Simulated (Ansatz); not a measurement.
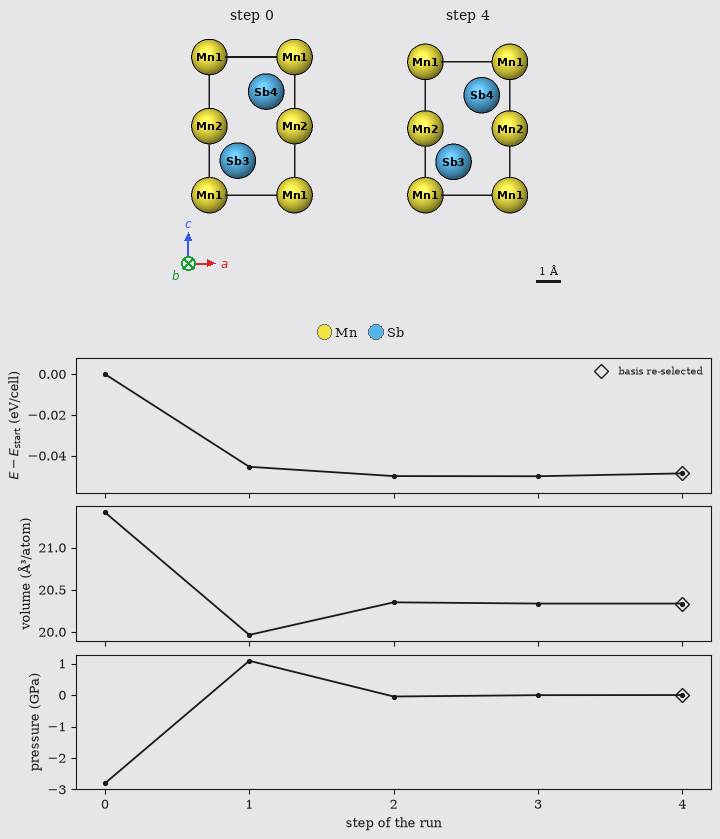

First and last geometry of a relaxation of crystalline MnSb (built on the database_194 type), with the history of the run. Style: spheres-only. Shown: the cell of the calculation, along the b axis.

Case: structure reported for this formula (P6_3/mmc, No. 194).

Theory: Ansatz, DFT PBE, scalar-relativistic, plane waves, PAW. Set-up: plane-wave cutoff 420 eV; k-point mesh 12 × 12 × 8; occupations gaussian; smearing width 0.1 eV; collinear spin; cell and atoms relaxed; force threshold 0.01 eV/Å; at most 80 steps.

Read the history and describe the run.

Answer. It converged. Over 3 accepted moves (4 points after the start) the energy falls by 48.6 meV per cell of the calculation. All forces vanish by symmetry, so only the cell relaxes. The pressure goes from −2.81 to 0.00 GPa. At 1 point the geometry stayed and the basis and grid were re-selected for the new cell (energy shift of 1.4 meV per cell of the calculation at most each time). No atom moves by more than 0.005 Å relative to the cell. Cell: a = b 4.130 → 4.097 Å (−0.8 %), c 5.800 → 5.597 Å (−3.5 %). Volume −5.1 %. Among the contacts that change: Mn1–Mn2 2.900 → 2.799 Å, Mn1–Sb3 2.791 → 2.748 Å. The space group stays P6_3/mmc (No. 194). Cost: 3.7 min on 1 thread of Arm Neoverse V2, on a shared host, peak memory 0.73 GiB.
